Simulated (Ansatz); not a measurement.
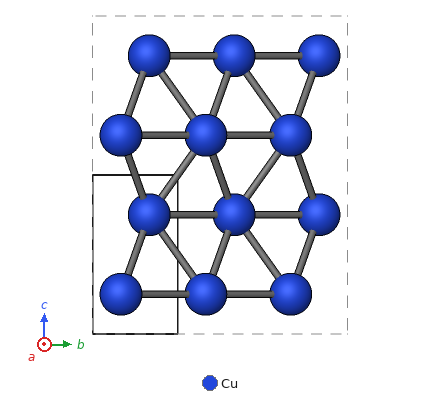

The structure, seen along [100]; the drawing may span several cells.

Structure (in its standard cell), the geometry relaxed at fixed volume with DFT HSE06, scalar-relativistic, plane waves, PAW (Ansatz); the starting structure was generated, so it need not be a known form of this composition:

```
CELL_PARAMETERS angstrom
2.57752 0.00000 0.00000
-1.28876 2.23220 0.00000
0.00000 0.00000 4.18151
ATOMIC_POSITIONS crystal
Cu 0.33333 0.66667 0.75000
Cu 0.66667 0.33333 0.25000
```

**What does the kinematic electron diffraction pattern along [100] look like at 100 kV (B = 0.5 Å²)?**

The spots form a rectangular net whose two shortest vectors correspond to d = 4.18 Å and 2.23 Å, 90.0° apart. They are 0 0 1 (itself extinct) and 0 1 0. The pattern has symmetry 2mm. A screw axis and a glide plane both extinguish reflections such as 0 0 1, 0 0 3, 0 0 5; reflections such as 0 3 1 are allowed by the space group but vanish because the atoms sit on special positions.

Strongest reflections with d > 0.86 Å, one of each family (|F|² from tabulated Gaussian fits of the electron scattering factors, times a small damping for the curvature of the Ewald sphere):

| hkl | d (Å) | I (strongest = 100) |
| --- | --- | --- |
| 0 0 2 | 2.091 | 100 |
| 0 1 1 | 1.969 | 68 |
| 0 1 0 | 2.232 | 28 |
| 0 1 3 | 1.182 | 24 |
| 0 0 4 | 1.045 | 23 |
| 0 2 1 | 1.078 | 19 |

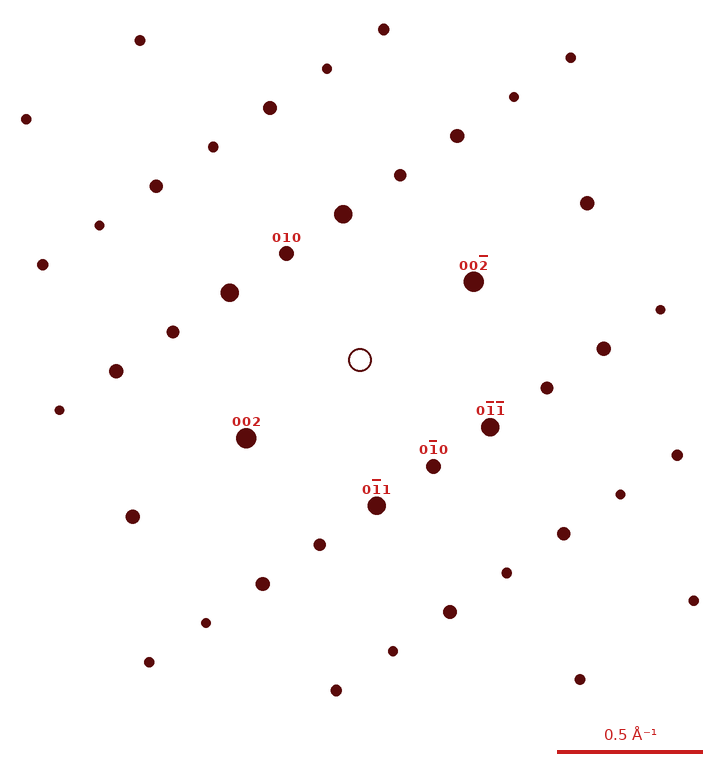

Calculated pattern, seen from the source side with [100] pointing towards the source.
